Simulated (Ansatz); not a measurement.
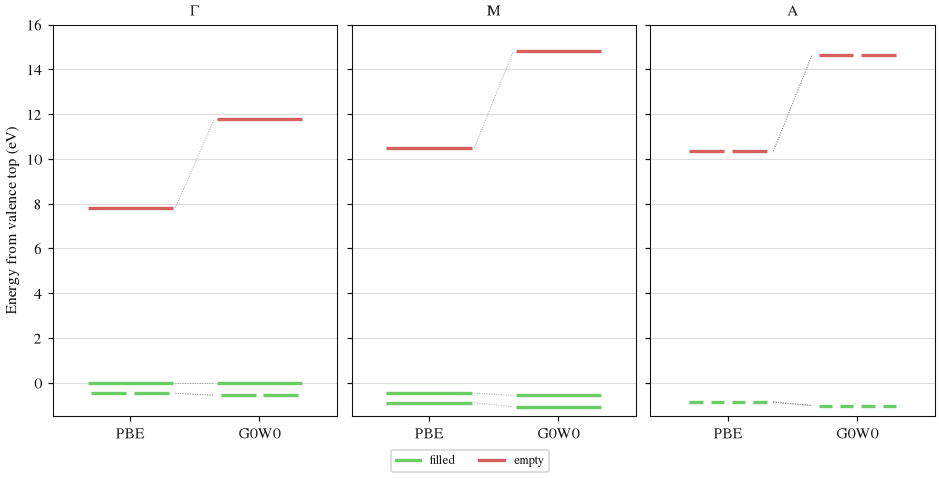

Levels at Γ, M and A in PBE and in G0W0, each set counted from its own valence top. Degenerate partners of corrected states are drawn at the same energy.

System: LiF, space group P6_3/mmc (No. 194), 4 atoms in the cell, relaxed with r2SCAN; a = 3.280 Å, c = 4.000 Å (hexagonal axes). Starting point: PBE, Ansatz PAW set, no spin polarisation, no spin-orbit coupling, 6×6×4 k mesh, 420 eV cutoff, fixed occupations (Ansatz 0.2.0). Many-body step: G0W0 with empty bands 111, screening cutoff 120 eV and frequency treatment contour deformation.

> What does G0W0 do to the gap?

Over the k points that were corrected, the smallest gap goes from 7.82 eV in PBE (direct at Γ) to 11.79 eV in G0W0 (direct at Γ), a change of +3.97 eV (+51 %).

> Is the correction a rigid shift of the empty levels?

Counted from the valence top, the lowest empty level moves by +3.97 eV at Γ, +4.31 eV at M and +4.30 eV at A; over the 19 points that were corrected the shifts run from +3.97 to +4.33 eV: a spread of 0.36 eV on a mean of 4.22 eV, so one scissor shift describes this level only roughly. The top filled level also moves against the valence top, by −0.16 eV at A.

> What are the quasiparticle weights at the band edges?

The quasiparticle weight (renormalisation factor) lies between 0.82 and 0.90 for the top filled and first empty levels.

```
k point  PBE direct gap (eV)  G0W0 direct gap (eV)
      Γ                 7.82                 11.79
      M                10.96                 15.37
      A                11.21                 15.66
```

The usual form of LiF is rocksalt. Bands, cutoffs and mesh are finite, so these values aren't at the basis limit.
